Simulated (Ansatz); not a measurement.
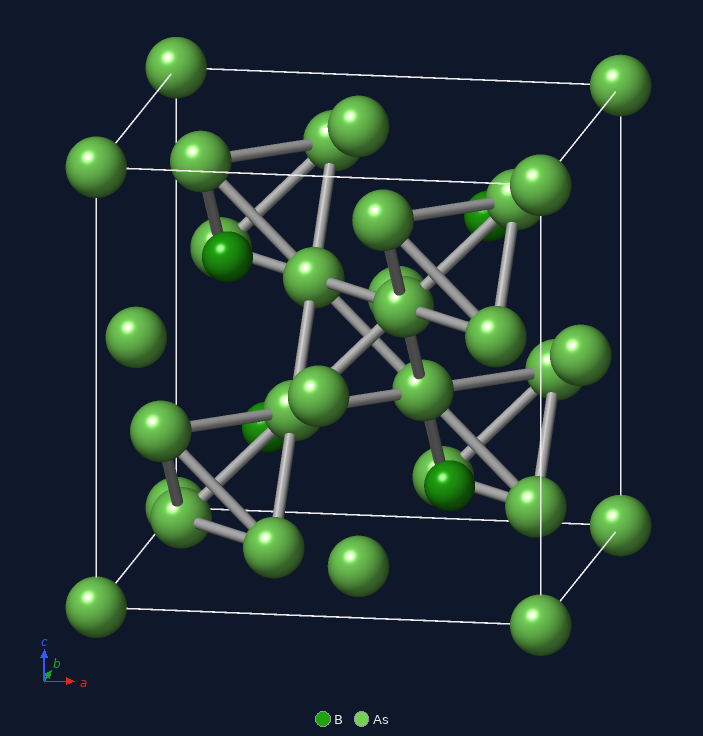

Ball-and-stick representation of a periodic structure, projected slightly off an axis. Lines trace the edges of the conventional unit cell. Cell: a = 7.76 Å, b = 7.76 Å, c = 7.76 Å, α = 90.00°, β = 90.00°, γ = 90.00°.

Its origin is a structure type filled with these elements by a generator (whether the compound takes this form wasn't checked). Earlier steps of the study, as a rule a relaxation of our own, may have changed the cell and positions, so they can lie some per cent off the listed ones. It went into a calculation with Ansatz.

What structure is drawn here?

The stoichiometry is BAs$_{5}$. The lattice is face-centred cubic and the space group F-43m (No. 216). It has 24 atoms to the cell (4 B, 20 As). By contacts within bonding range, the coordination numbers are As 0 to 6 (mean 4.8).

Results below were computed with DFT PBE, scalar-relativistic, plane waves, PAW (Ansatz); the settings were an energy cutoff of 420 eV, k-points about 0.18 Å⁻¹ apart, Gaussian smearing of 0.1 eV, no spin polarisation.

What does the calculation say: metal or gapped?

A metal: bands cross the Fermi level.

What net charge does each kind of atom have (Bader)?

B -0.04 e; As +0.01 e.

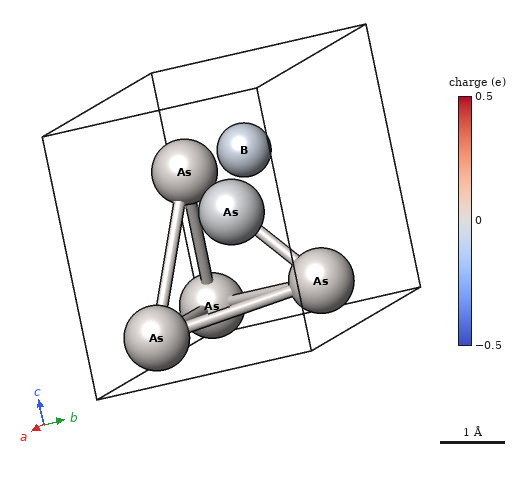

The atoms coloured by those charges. The run's cell of 6 atoms is drawn, so axes and origin can differ from the first picture.

Is the structure relaxed at this level of theory?

Yes. All forces vanish to within 0.01 eV/Å. The pressure is 0.0 GPa, close to zero.
